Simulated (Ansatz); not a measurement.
## Single-point calculation, with input and output: Ti16O31 (part 3 of 3)

Ti16O31 (defect cell, 47 atoms in the cell); DFT PBE, scalar-relativistic, plane waves, PAW, spin-polarised (Ansatz 0.2.0); cutoff 420 eV, 2×2×1 k-mesh, Gaussian smearing of 0.05 eV, collinear spins. The structure derives from a Materials Project entry.

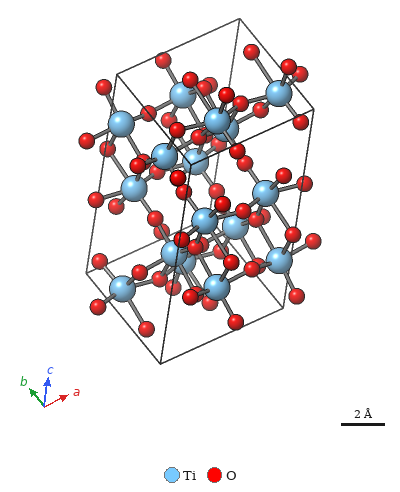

*The structure (ball-and-stick view of the cell of the calculation, seen at an oblique angle; bonded neighbours outside the cell are drawn too). An atom can appear more than once, as a periodic image.*

Output, continued
```
  k-point 0 ↑: bands = ["-50.0940", "-50.0831", "-50.0780", "-50.0664", "-50.0521", "-50.0257", "-49.9973", "-49.9651", "-49.9573", "-49.9539", "-49.9412", "-49.9173", "-49.8776", "-49.7550", "-49.6899", "-49.5629", "-26.4899", "-26.4635", "-26.4483", "-26.4350", "-26.4187", "-26.4082", "-26.4016", "-26.3994", "-26.3929", "-26.3801", "-26.3735", "-26.3648", "-26.3557", "-26.3364", "-26.3242", "-26.3203", "-26.3115", "-26.2987", "-26.2914", "-26.2863", "-26.2821", "-26.2722", "-26.2680", "-26.2610",
      "-26.2555", "-26.2430", "-26.2373", "-26.2243", "-26.2211", "-26.2110", "-26.2034", "-26.1968", "-26.1891", "-26.1848", "-26.1845", "-26.1771", "-26.1599", "-26.1570", "-26.1275", "-26.1044", "-26.0529", "-26.0241", "-25.9881", "-25.9857", "-25.9489", "-25.8794", "-25.8246", "-25.6504", "-11.3291", "-11.0701", "-10.7704", "-10.6628", "-10.5477", "-10.5337", "-10.2957", "-10.2913", "-10.2554", "-10.2413", "-10.1822", "-10.1477", "-10.1132", "-10.0793", "-10.0453", "-10.0393",
      "-10.0134", "-9.9780", "-9.9519", "-9.8855", "-9.7807", "-9.7723", "-9.7536", "-9.7357", "-9.7203", "-9.7108", "-9.6791", "-9.6753", "-9.6589", "-9.6187", "-9.5756", "1.7494", "1.7589", "1.8238", "1.8456", "1.9504", "2.0063", "2.0312", "2.0533", "2.0806", "2.1479", "2.1674", "2.2224", "2.2405", "2.2562", "2.2960", "2.3096", "2.3491", "2.4691", "2.5254", "2.5658", "2.5730", "2.6103", "2.6180", "2.6563", "2.6979",
      "2.7214", "2.7632", "2.8161", "2.8797", "2.8875", "2.9302", "2.9628", "3.0448", "3.0865", "3.1464", "3.1897", "3.1934", "3.3511", "3.4330", "3.5080", "3.5662", "3.6231", "3.6748", "3.6868", "3.7334", "3.7797", "3.8327", "3.8970", "3.9482", "3.9999", "4.0839", "4.1463", "4.1815", "4.2140", "4.2865", "4.3406", "4.3489", "4.4376", "4.5099", "4.5729", "4.6049", "4.6216", "4.6963", "4.7329", "4.7424",
      "4.7572", "4.7710", "4.7903", "4.8122", "4.8231", "4.8561", "4.9137", "4.9200", "4.9515", "4.9989", "5.0721", "5.1182", "5.1428", "5.1615", "5.1772", "5.2160", "5.2887", "5.3738", "5.4826", "5.6028", "5.6185", "5.7213", "5.7887", "5.7993", "5.8292", "5.8498", "5.9056", "5.9579", "8.6956", "8.8335", "9.0231", "9.1136", "9.1277", "9.1414", "9.2092", "9.2528", "9.2655", "9.3478", "9.3639", "9.3699",
      "9.4378", "9.5321", "9.5373", "9.5598", "9.5777", "9.7054", "9.8271", "9.8636", "9.9380", "9.9747", "10.0140", "10.0303", "10.0556", "10.0682", "10.1328", "10.2316", "10.3563", "10.3732", "10.4163", "10.4329", "10.4765", "10.4813", "10.5472", "10.5691", "10.6613", "10.6743", "10.6916", "10.7362", "10.7910", "10.8897", "10.9308", "10.9384", "11.0050", "11.0196", "11.0279", "11.1248", "11.1696"]
  k-point 1 ↑: bands = ["-50.0939", "-50.0833", "-50.0780", "-50.0663", "-50.0522", "-50.0257", "-49.9973", "-49.9651", "-49.9574", "-49.9538", "-49.9412", "-49.9173", "-49.8776", "-49.7550", "-49.6899", "-49.5629", "-26.4870", "-26.4594", "-26.4549", "-26.4341", "-26.4192", "-26.4127", "-26.4012", "-26.3945", "-26.3943", "-26.3799", "-26.3678", "-26.3622", "-26.3506", "-26.3427", "-26.3355", "-26.3266", "-26.3059", "-26.3000", "-26.2926", "-26.2888", "-26.2807", "-26.2717", "-26.2662", "-26.2570",
      "-26.2541", "-26.2472", "-26.2368", "-26.2223", "-26.2213", "-26.2047", "-26.1999", "-26.1956", "-26.1889", "-26.1876", "-26.1849", "-26.1788", "-26.1617", "-26.1581", "-26.1281", "-26.1040", "-26.0539", "-26.0240", "-25.9876", "-25.9859", "-25.9487", "-25.8802", "-25.8241", "-25.6506", "-11.2069", "-11.1831", "-10.7321", "-10.6824", "-10.5842", "-10.4978", "-10.3639", "-10.3054", "-10.2985", "-10.1927", "-10.1757", "-10.1465", "-10.1185", "-10.0885", "-10.0530", "-10.0429",
      "-10.0080", "-9.9612", "-9.9429", "-9.8784", "-9.8038", "-9.7747", "-9.7671", "-9.7424", "-9.7164", "-9.6877", "-9.6835", "-9.6569", "-9.6393", "-9.6174", "-9.5620", "1.7116", "1.7401", "1.8195", "1.8397", "2.0345", "2.0442", "2.0706", "2.0825", "2.1022", "2.1405", "2.1535", "2.1673", "2.2107", "2.2251", "2.2400", "2.3049", "2.3270", "2.4383", "2.4906", "2.5646", "2.6008", "2.6370", "2.6648", "2.6882", "2.7717",
      "2.7884", "2.8056", "2.8311", "2.8521", "2.8872", "2.9100", "2.9469", "3.0040", "3.0653", "3.1212", "3.2597", "3.2832", "3.3354", "3.3801", "3.4179", "3.5032", "3.5447", "3.6346", "3.7093", "3.7322", "3.7922", "3.9067", "3.9989", "4.0260", "4.0632", "4.0666", "4.1114", "4.1172", "4.1488", "4.2052", "4.2997", "4.3792", "4.4010", "4.4790", "4.4919", "4.5475", "4.5667", "4.6314", "4.7237", "4.7427",
      "4.7863", "4.8050", "4.8135", "4.8571", "4.8933", "4.9476", "5.0034", "5.0174", "5.0576", "5.1052", "5.1116", "5.1436", "5.1505", "5.1850", "5.2892", "5.3117", "5.3400", "5.4080", "5.4193", "5.4517", "5.4972", "5.5030", "5.6619", "5.6900", "5.7748", "5.8435", "5.9085", "5.9799", "8.6985", "8.8827", "8.9198", "9.1069", "9.1554", "9.1920", "9.2258", "9.2840", "9.2964", "9.3713", "9.4341", "9.4468",
      "9.4866", "9.5261", "9.5525", "9.6138", "9.6333", "9.7036", "9.7261", "9.8032", "9.9011", "9.9164", "9.9682", "9.9894", "10.0287", "10.0902", "10.1656", "10.2434", "10.2728", "10.3043", "10.3450", "10.3680", "10.4973", "10.5470", "10.5707", "10.5942", "10.6291", "10.6700", "10.6950", "10.7924", "10.8184", "10.9090", "10.9287", "10.9943", "11.0012", "11.0538", "11.0743", "11.1216", "11.1509"]
  k-point 2 ↑: bands = ["-50.0939", "-50.0831", "-50.0780", "-50.0665", "-50.0522", "-50.0256", "-49.9973", "-49.9651", "-49.9574", "-49.9539", "-49.9412", "-49.9174", "-49.8776", "-49.7550", "-49.6899", "-49.5629", "-26.4892", "-26.4628", "-26.4477", "-26.4350", "-26.4167", "-26.4054", "-26.3972", "-26.3876", "-26.3716", "-26.3619", "-26.3558", "-26.3534", "-26.3495", "-26.3390", "-26.3341", "-26.3262", "-26.3203", "-26.3128", "-26.3097", "-26.2975", "-26.2841", "-26.2714", "-26.2631", "-26.2528",
      "-26.2513", "-26.2458", "-26.2346", "-26.2236", "-26.2167", "-26.2150", "-26.2042", "-26.2016", "-26.1907", "-26.1901", "-26.1818", "-26.1764", "-26.1723", "-26.1608", "-26.1353", "-26.1171", "-26.0521", "-26.0277", "-25.9888", "-25.9862", "-25.9480", "-25.8794", "-25.8243", "-25.6501", "-11.0257", "-11.0060", "-10.7905", "-10.7217", "-10.5327", "-10.5199", "-10.3815", "-10.3744", "-10.1969", "-10.1890", "-10.1599", "-10.1266", "-10.1147", "-10.0839", "-10.0693", "-10.0485",
      "-9.9997", "-9.9827", "-9.9360", "-9.9088", "-9.8854", "-9.8626", "-9.8422", "-9.7373", "-9.7240", "-9.7173", "-9.7028", "-9.6739", "-9.6681", "-9.6257", "-9.5791", "1.6363", "1.7042", "1.7077", "1.7377", "1.8854", "1.9390", "1.9588", "1.9657", "2.0899", "2.1249", "2.2023", "2.2224", "2.2467", "2.2645", "2.2679", "2.2826", "2.3200", "2.4758", "2.4832", "2.5418", "2.5630", "2.6235", "2.6573", "2.6977", "2.7605",
      "2.8290", "2.9052", "2.9708", "2.9780", "3.0364", "3.0608", "3.1138", "3.1363", "3.1946", "3.2176", "3.2899", "3.3747", "3.4010", "3.4383", "3.4526", "3.4924", "3.5985", "3.6507", "3.6937", "3.7701", "3.8201", "3.8635", "3.9198", "3.9243", "3.9601", "4.0083", "4.0305", "4.1374", "4.1582", "4.1782", "4.2115", "4.2720", "4.3523", "4.3806", "4.4196", "4.5294", "4.5531", "4.5854", "4.5919", "4.6222",
      "4.6734", "4.7218", "4.7567", "4.8294", "4.8547", "4.8858", "4.9541", "5.0105", "5.0754", "5.1376", "5.1905", "5.2090", "5.3061", "5.3354", "5.4078", "5.4405", "5.4552", "5.5220", "5.6083", "5.6761", "5.6962", "5.7434", "5.7768", "5.8379", "5.8614", "5.8636", "5.9487", "5.9782", "8.6776", "9.1395", "9.1679", "9.1868", "9.2016", "9.2254", "9.2628", "9.3133", "9.3407", "9.3680", "9.3876", "9.3940",
      "9.4206", "9.4668", "9.5115", "9.5288", "9.5652", "9.6051", "9.6286", "9.6669", "9.6875", "9.7466", "9.7683", "9.8437", "9.8781", "9.9449", "10.0753", "10.0914", "10.1133", "10.1438", "10.1736", "10.2405", "10.2571", "10.3254", "10.3973", "10.4237", "10.4610", "10.4767", "10.5167", "10.5196", "10.5469", "10.6199", "10.6414", "10.6829", "10.7192", "10.7339", "10.8111", "10.8223", "10.8531"]
  k-point 3 ↓: bands = ["-50.0938", "-50.0832", "-50.0780", "-50.0664", "-50.0523", "-50.0257", "-49.9972", "-49.9650", "-49.9574", "-49.9538", "-49.9412", "-49.9174", "-49.8776", "-49.7550", "-49.6899", "-49.5629", "-26.4869", "-26.4589", "-26.4549", "-26.4336", "-26.4165", "-26.4121", "-26.3918", "-26.3829", "-26.3664", "-26.3582", "-26.3548", "-26.3513", "-26.3496", "-26.3411", "-26.3390", "-26.3316", "-26.3292", "-26.3169", "-26.3089", "-26.2959", "-26.2874", "-26.2645", "-26.2624", "-26.2540",
      "-26.2483", "-26.2452", "-26.2337", "-26.2252", "-26.2205", "-26.2104", "-26.2026", "-26.1962", "-26.1924", "-26.1894", "-26.1836", "-26.1783", "-26.1702", "-26.1634", "-26.1363", "-26.1164", "-26.0531", "-26.0277", "-25.9890", "-25.9857", "-25.9478", "-25.8802", "-25.8238", "-25.6504", "-10.9405", "-10.9101", "-10.8673", "-10.8457", "-10.4957", "-10.4295", "-10.4087", "-10.4008", "-10.2431", "-10.2389", "-10.2217", "-10.1638", "-10.1043", "-10.0795", "-10.0535", "-10.0347",
      "-9.9949", "-9.9776", "-9.9433", "-9.9161", "-9.8629", "-9.8473", "-9.8254", "-9.7461", "-9.7398", "-9.7173", "-9.6973", "-9.6538", "-9.6514", "-9.6147", "-9.5606", "1.6311", "1.6928", "1.7082", "1.7225", "1.9407", "1.9698", "1.9928", "2.0072", "2.0998", "2.1199", "2.1444", "2.1658", "2.1950", "2.2720", "2.2860", "2.2964", "2.3381", "2.3575", "2.4473", "2.5698", "2.6245", "2.6582", "2.6958", "2.7171", "2.7952",
      "2.8463", "2.9055", "2.9471", "3.0044", "3.0602", "3.0945", "3.1055", "3.1197", "3.1861", "3.1892", "3.2015", "3.2604", "3.3442", "3.4039", "3.4837", "3.6296", "3.6685", "3.6940", "3.7454", "3.7598", "3.8258", "3.8606", "3.8860", "3.8934", "3.9065", "3.9596", "3.9992", "4.0347", "4.0965", "4.1658", "4.2017", "4.3064", "4.3320", "4.3476", "4.4630", "4.5034", "4.5252", "4.5561", "4.6545", "4.7004",
      "4.7183", "4.7966", "4.8511", "4.8658", "4.9032", "4.9193", "4.9829", "5.0609", "5.0762", "5.1724", "5.2054", "5.2534", "5.3360", "5.3823", "5.4244", "5.4325", "5.4773", "5.5342", "5.5584", "5.5789", "5.6890", "5.7211", "5.7354", "5.7683", "5.7978", "5.8111", "5.8740", "5.8875", "8.6673", "9.0873", "9.1072", "9.1848", "9.2293", "9.2751", "9.2884", "9.3180", "9.3634", "9.3869", "9.3933", "9.4061",
      "9.4353", "9.4622", "9.5075", "9.5390", "9.5616", "9.6056", "9.6483", "9.6728", "9.6895", "9.7341", "9.7716", "9.8309", "9.8673", "9.8802", "10.0837", "10.1158", "10.1660", "10.1848", "10.2133", "10.2457", "10.2746", "10.3424", "10.3768", "10.4076", "10.4399", "10.4729", "10.5231", "10.5309", "10.5730", "10.5839", "10.6475", "10.6692", "10.6957", "10.7083", "10.7474", "10.7982", "10.8133"]
--- Löwdin populations: 47 sites ---
  site symbol       q [e]    m [muB]
     0     Ti     10.6540     0.0000
     1     Ti     10.6571     0.0000
     2     Ti     10.6593     0.0000
     3     Ti     10.6586     0.0000
     4     Ti     10.7453    -0.0000
     5     Ti     10.6371     0.0000
     6     Ti     10.6419     0.0000
     7     Ti     10.6341    -0.0000
     8     Ti     10.8012     0.0000
     9     Ti     10.6600     0.0000
    10     Ti     10.6695     0.0000
    11     Ti     10.6613     0.0000
    12     Ti     10.8423    -0.0001
    13     Ti     10.6455     0.0000
    14     Ti     10.6444     0.0000
    15     Ti     10.6477     0.0000
    16      O      6.6384    -0.0000
    17      O      6.6434    -0.0000
    18      O      6.6349    -0.0000
    19      O      6.6560    -0.0000
    20      O      6.6611    -0.0000
    21      O      6.6602    -0.0000
    22      O      6.6627    -0.0000
    23      O      6.5654     0.0000
    24      O      6.5362    -0.0000
    25      O      6.5610    -0.0000
    26      O      6.5436    -0.0000
    27      O      6.6464    -0.0000
    28      O      6.6482    -0.0000
    29      O      6.6454    -0.0000
    30      O      6.6446    -0.0000
    31      O      6.7015    -0.0000
    32      O      6.7126    -0.0000
    33      O      6.7024    -0.0000
    34      O      6.7100    -0.0000
    35      O      6.5492    -0.0000
    36      O      6.5445    -0.0000
    37      O      6.5426    -0.0000
    38      O      6.5614     0.0000
    39      O      6.7145    -0.0000
    40      O      6.7101    -0.0000
    41      O      6.6988    -0.0000
    42      O      6.7069    -0.0000
    43      O      6.6421    -0.0000
    44      O      6.6510    -0.0000
    45      O      6.6592     0.0000
    46      O      6.6625     0.0000
  spilling = 0.003502 (of n_electrons = 378.000000)
--- Bader charges: 47 sites ---
  site symbol  charge [e]  shift [e]    m [muB]
     0     Ti      2.2457     0.0052     0.0000
     1     Ti      2.2476     0.0055     0.0000
     2     Ti      2.2416     0.0055     0.0000
     3     Ti      2.2349     0.0056     0.0000
     4     Ti      2.0542     0.0040     0.0000
     5     Ti      2.2657     0.0043     0.0000
     6     Ti      2.2574     0.0044     0.0000
     7     Ti      2.2564     0.0044     0.0000
     8     Ti      2.0180     0.0048     0.0000
     9     Ti      2.2456     0.0058     0.0000
    10     Ti      2.2313     0.0058     0.0000
    11     Ti      2.2405     0.0056     0.0000
    12     Ti      1.8635     0.0029    -0.0001
    13     Ti      2.2554     0.0046     0.0000
    14     Ti      2.2629     0.0043     0.0000
    15     Ti      2.2562     0.0046     0.0000
    16      O     -1.1387     0.0025     0.0000
    17      O     -1.1449     0.0023     0.0000
    18      O     -1.1326     0.0026     0.0000
    19      O     -1.1397     0.0018     0.0000
    20      O     -1.1439     0.0017     0.0000
    21      O     -1.1533     0.0018     0.0000
    22      O     -1.1554     0.0018     0.0000
    23      O     -1.0570     0.0043     0.0000
    24      O     -1.0242     0.0047     0.0000
    25      O     -1.0290     0.0047     0.0000
    26      O     -1.0303     0.0046     0.0000
    27      O     -1.1902     0.0023     0.0000
    28      O     -1.1427     0.0023     0.0000
    29      O     -1.1413     0.0023     0.0000
    30      O     -1.1418     0.0022     0.0000
    31      O     -1.2052     0.0011     0.0000
    32      O     -1.2162     0.0013     0.0000
    33      O     -1.2052     0.0013     0.0000
    34      O     -1.2130     0.0013     0.0000
    35      O     -1.0338     0.0044     0.0000
    36      O     -1.0312     0.0046     0.0000
    37      O     -1.0286     0.0045     0.0000
    38      O     -1.0454     0.0045     0.0000
    39      O     -1.2411     0.0008     0.0000
    40      O     -1.2082     0.0012     0.0000
    41      O     -1.2017     0.0014     0.0000
    42      O     -1.2052     0.0013     0.0000
    43      O     -1.1311     0.0019     0.0000
    44      O     -1.1407     0.0020     0.0000
    45      O     -1.1521     0.0018     0.0000
    46      O     -1.1529     0.0018     0.0000
  estimated error of the sums over rays = 5.6e-4 e
```

Results in brief

- outcome: converged
- electrons treated: 378
- free energy: −57649.7137 eV
- Fermi energy: 8.772 eV
- gap on the k-point mesh: 0.14 eV
- net moment of the cell: 0.00 μB
- integrated absolute moment: 0.00 μB
- largest force (length of the vector): 0.034 eV/Å
- hardware: 4 threads of Arm Neoverse N1, 98 GiB of memory available, shared host
- wall time: 5.5 min (CPU time 21 min)
- peak memory: 2.9 GiB

The program warns: some starting moments were not kept. So coarse a mesh can miss the band edges, so the true gap of this method can be much smaller, or zero. The k-point mesh is coarse for a cell of this size, so the results may not be converged.
